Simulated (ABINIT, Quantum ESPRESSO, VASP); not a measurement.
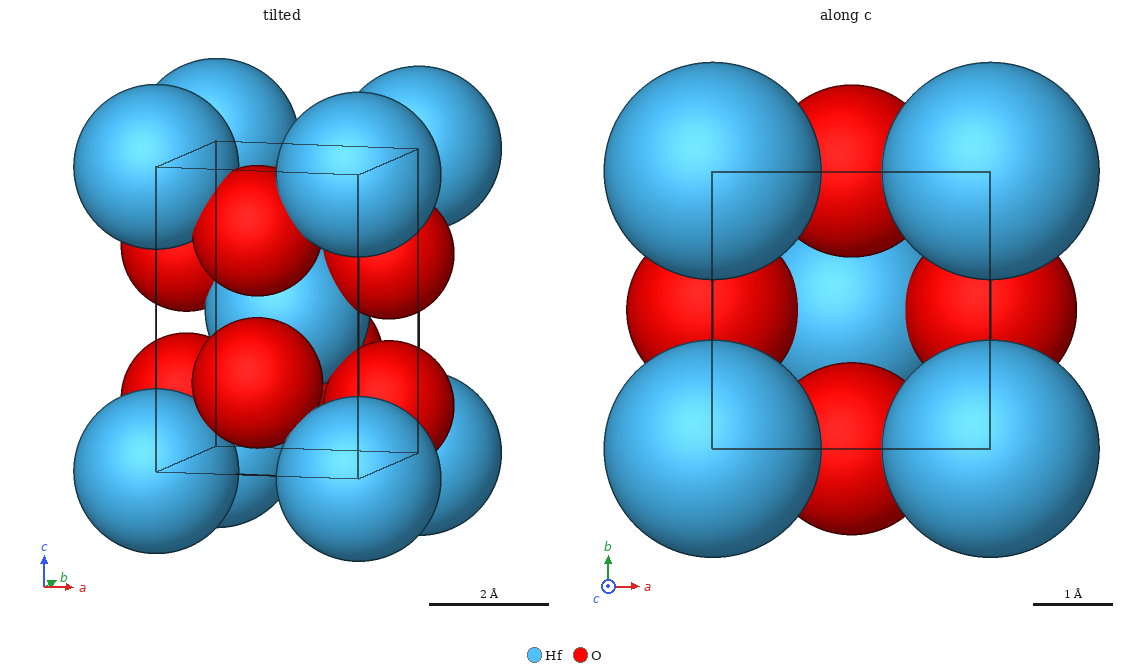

HfO₂, space group P4₂/nmc (No. 137), a = 3.558 Å, b = 3.558 Å, c = 5.172 Å, α = 90.00°, β = 90.00°, γ = 90.00°. View slightly off an axis and along the c axis, drawn as a space-filling model. One conventional unit cell is framed, with atoms on its boundary repeated. The cell is a structure listed in the Materials Project. Other forms of this composition are known.

One fixed geometry in three programs or potential sets. Alike in all runs: functional PBE; k mesh 8 × 8 × 5 on the run's cell of 6 atoms; occupations fermi-dirac, width 0.05 eV; no spin polarisation; no spin-orbit coupling.

| program | gap (eV) | pressure (GPa) |
| --- | --- | --- |
| Quantum ESPRESSO (SSSP 1.3 efficiency) | 4.79 | 7.9 |
| ABINIT (JTH PAW PBE v2.0) | 4.77 | 6.8 |
| VASP (PBE potentials, release 64 Hf_pv, O) | ? | ? |

**Estimate the row of VASP (PBE potentials, release 64 Hf_pv, O).**

A gap of 4.76 eV and a pressure of 6.5 GPa. The other rows span 4.77 to 4.79 eV and 6.8 to 7.9 GPa.

**Is this cell larger or smaller than the equilibrium cell of this functional?**

Smaller: all pressures given are positive (6.5 to 7.9 GPa), so its volume would grow.

Gaps are the least found on the k-mesh; a mesh with odd divisions misses some points on the zone boundary, so where the band edges lie there the true gap is smaller. Plane-wave pressures hold the error of each finite cutoff. One further run, far from the rest for reasons not traced, is left out.

Caveat: spin-orbit coupling is left out, which shifts the gaps of compounds of heavy elements.
